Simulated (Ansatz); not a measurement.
K$_{4}$Cl

Input file:

```
crystal:
  lattice:
    - [6.75137717, 0.0, 0.0]
    - [0.0, 6.75137717, 0.0]
    - [0.0, 0.0, 6.75137717]
  atoms:
    - { symbol: K, position: [0.25, 0.25, 0.25] }
    - { symbol: K, position: [0.75, 0.75, 0.25] }
    - { symbol: K, position: [0.75, 0.25, 0.75] }
    - { symbol: K, position: [0.25, 0.75, 0.75] }
    - { symbol: Cl, position: [0.0, 0.0, 0.0] }
basis:
  ecutwfc: 420
kpoints:
  mp_grid: { grid: [6, 6, 6] }
hamiltonian:
  xc: pbe
scf:
  occupations: { method: gaussian, width: 0.1 }
output:
  forces: true
  stress: true
  eigenvalues: true
  write_density: true
  write_potential: true
  elf: true
  volumetric_format: npy
relax:
  adjacent_minimum: "off"
  f_tol: 0.01
  max_steps: 80
  cell: { stress_tol: 0.05 }
```

Command:

```sh
ansatz run input.yaml --threads 1 --pin off --max-ram 2048MiB --backend cpu --events-out ev --progress --plain --runs-dir out
```

Below, planes, directions and counts refer to the conventional cell (a = 6.92 Å, b = 6.92 Å, c = 6.92 Å, α = 90.00°, β = 90.00°, γ = 90.00°).

The fields are those of the relaxed geometry.

Space group P-43m; a structure generated by program, which may or may not match a known phase; computed without spin polarisation.

The calculation used DFT PBE, scalar-relativistic, plane waves, PAW (Ansatz).

The density is the valence pseudo-density of a PAW calculation; it isn't the true density close to the nuclei.

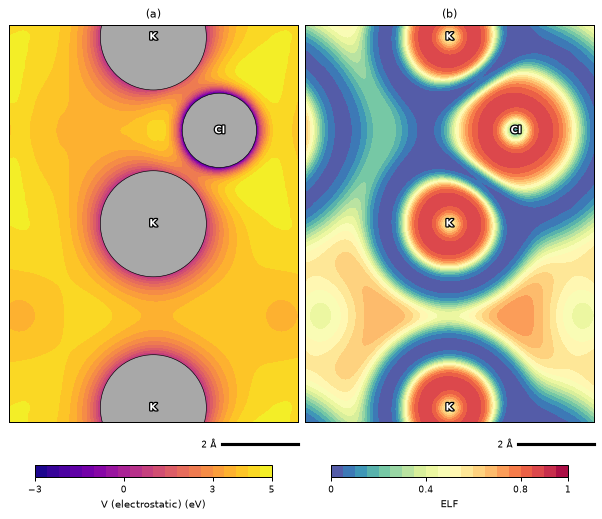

Figure 1. (a) electrostatic potential energy of an electron; (b) electron localisation function on the (110) plane of the conventional cell. Grey discs cover the atomic cores in the potential map.

### What does the map show?

- Atoms in the plane: K and Cl.
- K–Cl (3.02 Å): the ELF peaks at about 0.90 in the valence shell of Cl, 0.8 Å from its nucleus, and drops to about 0.05 between the two atoms (no localised pair shows between them).
- The ELF has a maximum of about 0.75 in the space between the atoms, 3.0 Å from four K atoms, on no atom or two-centre bond.
- The features right at K lie inside the PAW spheres, where the map follows smoothed inner orbitals and isn't to be read closely.
- Outside the cores the potential energy rises away from the atoms and is highest about 1.8 Å from the nearest atoms; its zero is arbitrary.

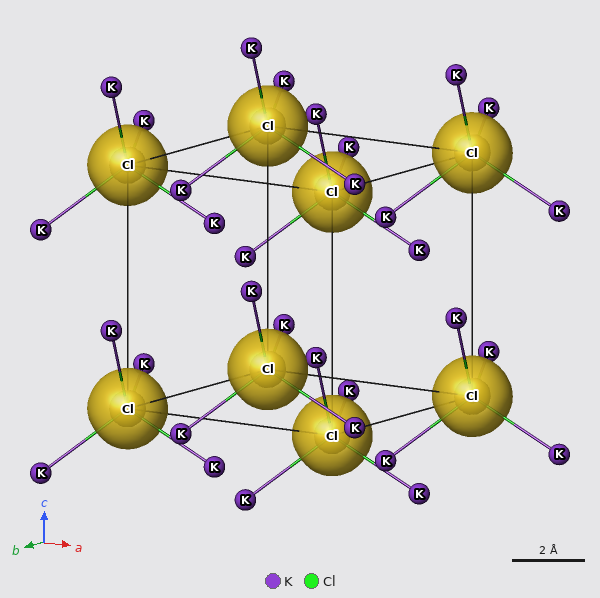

Figure 2. Isosurface of the electron localisation function at 0.8 (yellow), seen at an oblique angle. Core shells and regions of very low density are left out. Sticks mark near contacts.

### Identify the bonds, lone pairs and shells in this picture.

The ELF exceeds this value in one region wrapped around Cl (its valence shell), counted in one cell of 5 atoms. Regions shared between cells count once.

### Does the calculation make it a metal, or give it a gap?

It is gapless in this calculation (a metal or semimetal).
